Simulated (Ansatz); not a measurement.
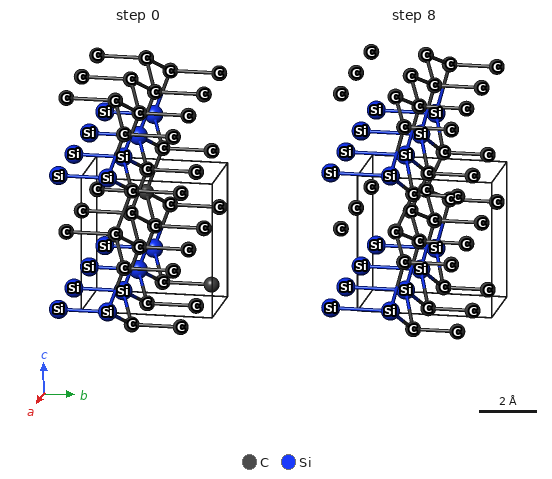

The structure of crystalline SiC3 (set up in Pmm2) before (left) and after (right) a relaxation, at one scale.

Style: ball-and-stick. Shown: the cell of the calculation, repeated 3 × 1 × 2 with one cell outlined, slightly off an axis.

Case: 6 of 8 Si sites taken by C, cell and atoms relaxed.

All numbers below come from DFT r2SCAN, scalar-relativistic, plane waves, PAW in Ansatz 0.2.0.

Input file:
```yaml
crystal:
  lattice:
    - [1.4176586663, -2.4554568379, 0.0]
    - [0.0, 0.0, -4.7120158777]
    - [4.2529759989, 2.4554568379, 0.0]
  atoms:
    - { symbol: C, position: [0.5, 0.9371745128, 0.1666666667] }
    - { symbol: C, position: [0.0, 0.9371745128, 0.6666666667] }
    - { symbol: Si, position: [0.0, 0.4371745128, 0.3333333333] }
    - { symbol: C, position: [0.5, 0.4371745128, 0.8333333333] }
    - { symbol: C, position: [0.5, 0.5628254872, 0.1666666667] }
    - { symbol: C, position: [0.0, 0.5628254872, 0.6666666667] }
    - { symbol: Si, position: [0.0, 0.0628254872, 0.3333333333] }
    - { symbol: C, position: [0.5, 0.0628254872, 0.8333333333] }
basis:
  ecutwfc: 500
kpoints:
  mp_grid: { grid: [8, 6, 6] }
hamiltonian:
  xc: r2scan
scf:
  occupations: { method: gaussian, width: 0.02 }
output:
  forces: true
  stress: true
  eigenvalues: true
  write_density: true
  write_potential: true
  elf: true
  volumetric_format: npy
relax:
  adjacent_minimum: "off"
  f_tol: 0.015
  max_steps: 60
  cell: { stress_tol: 0.15 }
```

Command:
```bash
ansatz run input.yaml --threads 1 --pin off --max-ram 2560MiB --backend cpu --events-out ev --progress --plain --runs-dir out
```

Question: What changed between the two?

Answer: The largest moves relative to the cell, 0.23 Å, are those of C1 and C5. C5 goes along [0 1 −2]. By element the largest moves are C 0.23 Å, Si 0.17 Å. The drawn cell changes as follows: a 2.835 → 2.790 Å (−1.6 %), b 4.712 → 4.829 Å (+2.5 %), c 4.911 → 4.954 Å (+0.9 %); the volume changes by +1.7 %. Some distances before and after: Si3–Si7 1.764 → 2.146 Å, C4–C8 1.764 → 1.965 Å, C1–C8 1.741 → 1.543 Å, C1–C5 1.764 → 1.593 Å. Among the angles between lasting bonds that change: C5–Si3–C6 109.1° → 117.7°, Si3–C5–Si3 109.1° → 100.6°, C5–Si3–C5 109.1° → 100.6°. The space group stays Pmm2 (No. 25). The energy falls by 619 meV per atom in 7 accepted moves (8 points after the start). Largest force component: 16 eV/Å at the start, 0.0026 eV/Å at the end. Pressure: 25.64 GPa at the start and 0.00 GPa at the end. The SCF was repeated once at an unchanged geometry on a basis and grid sized afresh for the cell, which shifted the energy by less than 0.05 meV per atom at most. Cost: 8 min on 1 thread of Intel(R) Xeon(R) Processor @ 2.50GHz (Skylake/Cascade Lake), on a shared host, peak memory 0.56 GiB.
